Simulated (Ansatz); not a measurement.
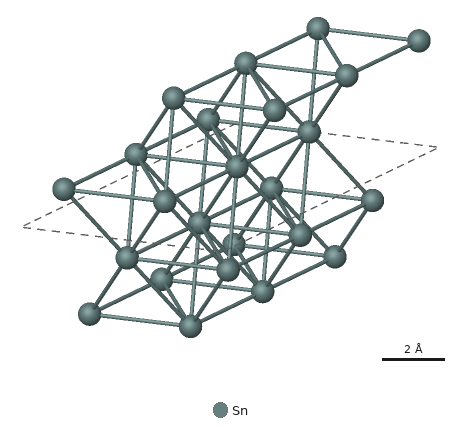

Energy scan for crystalline Sn (Immm), in which the crystal above a cut along the (0 1 1) plane of the conventional cell (between a plane of Sn below and one of Sn above, 2.83 Å apart) is slid rigidly over the whole in-plane cell (a gamma surface). One cut stands in each cell, which starts 11.3 Å high; nothing is relaxed, and the dashed outline marks the cut. The picture shows the perfect crystal around the cut (dashed). A ball-and-stick model of the layers on both sides of the cut, seen obliquely from above.

Theory: DFT PBEsol, scalar-relativistic, plane waves, PAW in Ansatz 0.2.0. Set-up: plane-wave cutoff 420 eV; k-point mesh 16 × 16 × 4; occupations gaussian; smearing width 0.15 eV; no spin polarisation. Energies (free energies at the smearing named) are counted from the cell as listed in its source, which wasn't relaxed.

```
Sn
1.0
    -1.72654    1.77555   -2.33834
    -1.72654   -1.77555    2.33834
     0.00000   10.65328    4.67668
Sn
4
Direct
  0.00000 0.00000 0.00000
  0.25000 0.75000 0.25000
  0.50000 0.50000 0.50000
  0.75000 0.25000 0.75000
```

Question: Predict the energy profile on a grid with rows 0.000, 0.167, 0.333, 0.500, 0.667, 0.833, 1.000 and columns 0.000, 0.167, 0.333, 0.500, 0.667, 0.833, 1.000 (slip along a₁ (fraction); slip along a₂ (fraction)).

Answer: Rows: slip along a₁ (fraction); columns: slip along a₂ (fraction); values in mJ/m².

|  | 0.000 | 0.167 | 0.333 | 0.500 | 0.667 | 0.833 | 1.000 |
| --- | --- | --- | --- | --- | --- | --- | --- |
| 0.000 | 0.0 | 3.5 | 34.9 | 59.6 | 47.4 | 13.2 | 0.0 |
| 0.167 | 13.2 | 26.3 | 15.4 | 9.2 | 9.0 | 7.5 | 13.2 |
| 0.333 | 47.4 | 104.8 | 88.9 | 31.7 | 4.3 | 9.0 | 47.4 |
| 0.500 | 59.6 | 170.5 | 209.1 | 126.8 | 31.7 | 9.2 | 59.6 |
| 0.667 | 34.9 | 142.6 | 241.3 | 209.1 | 88.9 | 15.4 | 34.9 |
| 0.833 | 3.5 | 60.4 | 142.6 | 170.5 | 104.8 | 26.3 | 3.5 |
| 1.000 | 0.0 | 3.5 | 34.9 | 59.6 | 47.4 | 13.2 | 0.0 |

The corners are the perfect crystal. The highest computed fault energy is 241.3 mJ/m² at (0.67, 0.33), and the lowest away from the corners 3.5 mJ/m² at (0.00, 0.17). Relaxation across the fault would lower these values.

As a map, interpolated between the computed points (dots):

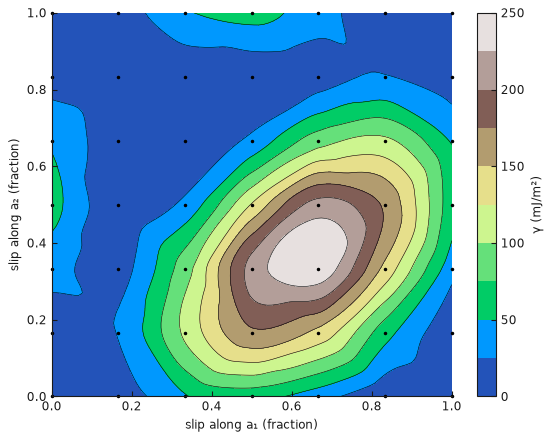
